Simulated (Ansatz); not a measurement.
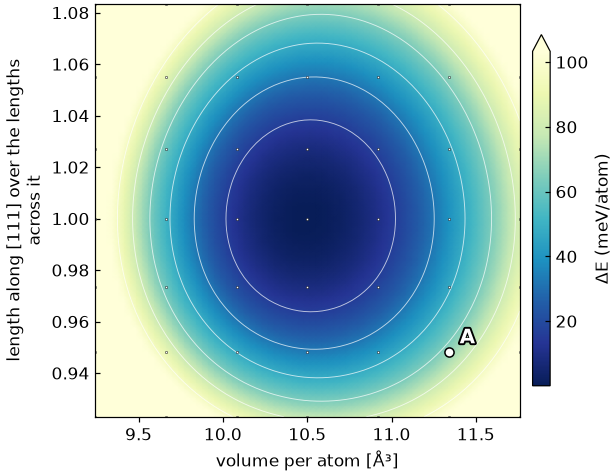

SiC (F-43m, No. 216; 2 atoms in the cell). 
- The energy is mapped over volume and the cell's shape.
- First axis: volume per atom. Second axis: length along [111] over the lengths across it, relative to the cubic cell.
- Nothing is relaxed (fractional coordinates fixed).
- The scan uses a 7 × 7 grid.
- Points are written as (first, second).
- All energies are given in meV/atom relative to the lowest grid point.
- Method: Ansatz, DFT PBE, scalar-relativistic, plane waves, PAW. Settings: cutoff 520 eV, k-mesh 12×12×12, gaussian smearing 0.05 eV, no spin polarisation.

Drawn: a smooth colour map with a few white contour lines, dots at the grid points, one colour for all values above the top of the scale, the point A. Between grid points the surface is interpolated.

Q: Is A at rest? If not, where is it pushed?

A: A, at (11.34 Å³, 0.948), is not a stationary point. The computed force is 83 meV/atom for each Å³ towards smaller values of volume per atom and 1200 meV/atom for each unit towards larger values of the second coordinate.

PAW datasets: the set soft_1.
